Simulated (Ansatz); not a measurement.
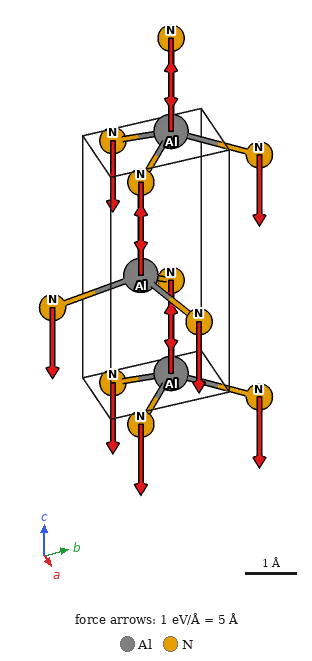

A changed version of solid AlN (set up in P6_3mc), with the computed forces as red arrows. Besides, the cell is strained by 0.0 % along c and −1.0 % across it (volume −2.0 %). Style: ball-and-stick. Shown: the cell of the calculation, slightly off an axis.

These are results of DFT, PBEsol, PAW with Ansatz's default frozen-core files, scalar-relativistic (Ansatz), not measurements. (plane-wave cutoff 420 eV; k-point mesh 11 × 11 × 6; occupations fermi dirac; smearing width 0.02 eV; no spin polarisation)

Q: Describe the distortion and the response.

A: The atoms keep their fractional coordinates. No relaxation follows. The energy rises by 5.4 meV per atom. The pressure goes from 0.6 to 5.0 GPa. The principal stresses (compression positive) are 0.6 GPa along c and 7.2 GPa across it. The largest forces, 0.3 eV/Å, act on Al and N. The gap on the k-mesh goes from 4.07 to 4.27 eV. Near-neighbour distances before and after: Al–N 1.885 → 1.868 Å. The space group stays P6_3mc (No. 186).
